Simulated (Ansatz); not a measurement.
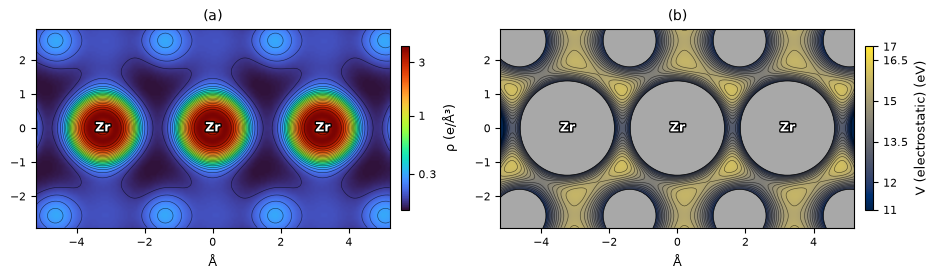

Figure 1: Zr. (a) valence electron density; (b) electrostatic potential energy of an electron on the (001) plane of the conventional cell. Grey discs cover the atomic cores in the potential map.

Space group P2₁/m; changed on purpose from its base cell (atom 1 (Zr) moved by (+0.300, +0.000) A along [1 1 0] and z); computed pressure about −4 GPa in this cell.

Computed with Ansatz, DFT PBEsol, scalar-relativistic, plane waves, PAW.

The density is the valence pseudo-density of a PAW calculation; it isn't the true density close to the nuclei.

**What do the fields say about this system?**

- The section cuts through Zr sites.
- Zr–Zr (3.23 Å): ρ at the midpoint is about 0.16 e/Å³.
- Between the atoms the lowest density in this plane is 0.14 e/Å³.
- Outside the cores the potential energy rises away from the atoms and is highest about 1.9 Å from the nearest atoms; its zero is arbitrary.
